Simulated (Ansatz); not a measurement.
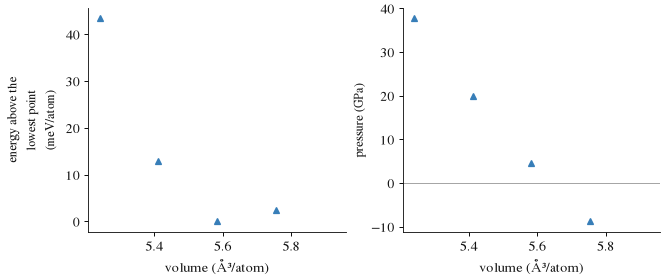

Plotted: energy above the lowest point and pressure against volume for C, space group Fd-3m (No. 227) (one of a set of cubic test structures, which need not be the stable phase).

How it was computed, with Ansatz 0.2.0 development build: equation of state of a cubic crystal from periodic Kohn-Sham density functional theory without spin, third-order Birch-Murnaghan fit to the free energies; pressure corrected for the finite basis. Level: r2SCAN.

- structure type: diamond
- atoms in cell: 2
- space group number: 227
- lattice centring: face-centred primitive
- k mesh: 16×16×16
- occupation method: Fermi–Dirac
- occupation width: 0.1 eV
- wave cutoff: 700 eV
- datasets: hard PAW
- density tolerance: 1e−09 eV
- bands: 8
- density cutoff ratio: 4
- search for lower states: default
- xc grid level: 2

The point at volume 5.9256 Å³/atom is left out of the plot. What does the calculation give there?

```tsv
volume (Å³/atom)	energy above the lowest point (meV/atom)	pressure (GPa)
5.9256	18.2	-20.4
```

Note: pseudopotentials made with PBE, not this functional.
